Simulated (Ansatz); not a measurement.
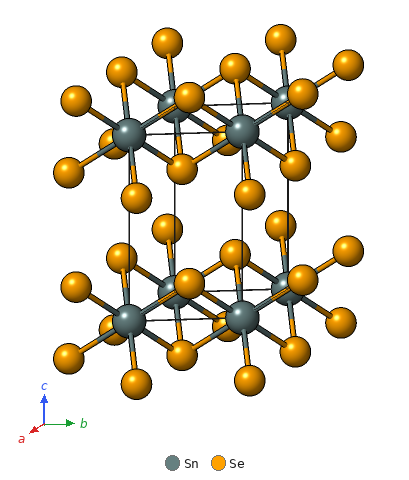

Structure drawing (ball-and-stick), viewed slightly off an axis. The parallelepiped is the conventional unit cell. The first bonded neighbours in the surrounding cells are also shown.

SnSe$_{2}$, space group P-3m1 (No. 164), a = 3.84 Å, b = 3.84 Å, c = 6.52 Å, α = 90.00°, β = 90.00°, γ = 120.00°.

Method: DFT r2SCAN, scalar-relativistic, plane waves, PAW in Ansatz; a 500 eV plane-wave basis, k-points on a 12×12×4 grid, Gaussian smearing of 0.02 eV, no spin polarisation.

### Is it conducting or gapped at this level?

A semiconductor at this level, with a gap of 1.04 eV on the k-mesh (the true edges may lie between mesh points, so the gap can be somewhat smaller).

It goes back to a structure listed in the Materials Project. A relaxation with DFT r2SCAN, scalar-relativistic, plane waves, PAW in Ansatz 0.2.0 gave the geometry drawn.
